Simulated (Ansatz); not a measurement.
System: a (101) slab cut from LiNbO3 (R-3), ended by O planes, 30 atoms in the cell; a = 5.20 Å, b = 5.60 Å, c = 27.50 Å, α = 90.00°, β = 90.00°, γ = 117.64°.

Method: DFT PBEsol, scalar-relativistic, plane waves, PAW, no spin polarisation, 6×6×1 k mesh (Ansatz 0.2.0).

What does the potential across the slab give for the band edges against vacuum?

From the vacuum level at the right face the ionisation potential is 7.48 eV and the electron affinity 4.62 eV; the left face gives the same. The slab's gap, their difference before rounding, is 2.86 eV. The two vacuum levels agree, so the slab has no net dipole along its normal. The outermost atoms are 13.0 Å apart, which leaves 14.5 Å of vacuum in a cell 27.5 Å high.

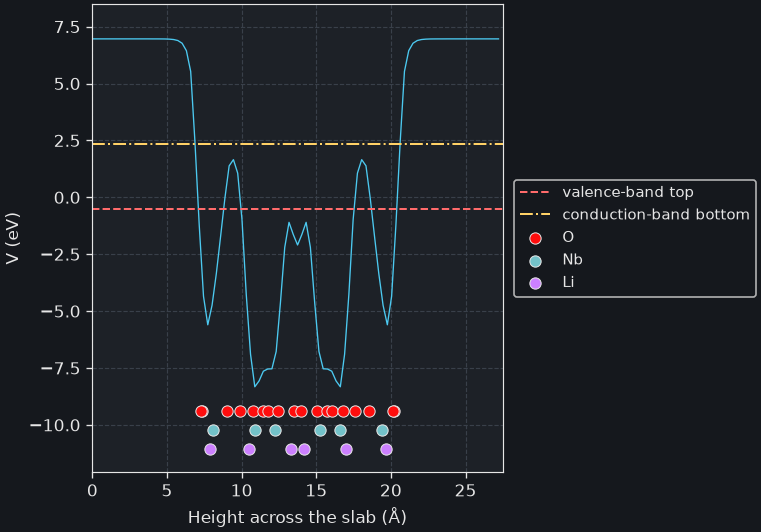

Plane-averaged electrostatic potential energy of an electron across the slab; circles at the bottom mark the heights of the atoms (positions after relaxation).
